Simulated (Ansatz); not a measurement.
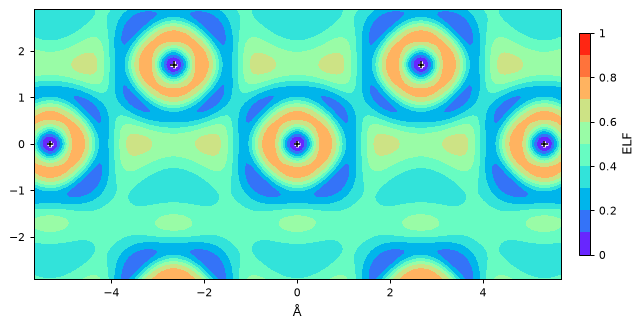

The electron localisation function on a plane through atoms (crosses mark nuclei in the plane).

These are results of Ansatz 0.2.0, DFT, BLYP, plane waves (420 eV) with PAW, scalar-relativistic, not measurements.

Candidates:
A. Ta, a = 2.96 Å, b = 2.96 Å, c = 5.32 Å, α = 90.00°, β = 90.00°, γ = 120.00°. Space group P6₃/mmc; set up as Ta, hcp; a generated structure, not necessarily the stable one; changed on purpose from its base cell (volume × 1.04); computed pressure about −6 GPa in this cell.
B. Se, a = 3.88 Å, b = 3.88 Å, c = 3.95 Å, α = 90.00°, β = 90.00°, γ = 120.00°. Space group P6₃/mmc; set up as Se, hcp; a generated structure, not necessarily the stable one; changed on purpose from its base cell (volume × 1.04).
C. Pd, a = 2.94 Å, b = 2.94 Å, c = 9.77 Å, α = 90.00°, β = 90.00°, γ = 120.00°. Space group P6₃/mmc; set up as Pd, dhcp; a generated structure, not necessarily the stable one; changed on purpose from its base cell (volume × 1.12); computed pressure about −11 GPa in this cell; spin-polarised.

Which candidate gave the map?

Candidate A: Ta on the (110) plane of the conventional cell, which holds Ta. Ta–Ta (3.16 Å): the ELF is about 0.35 at the midpoint.
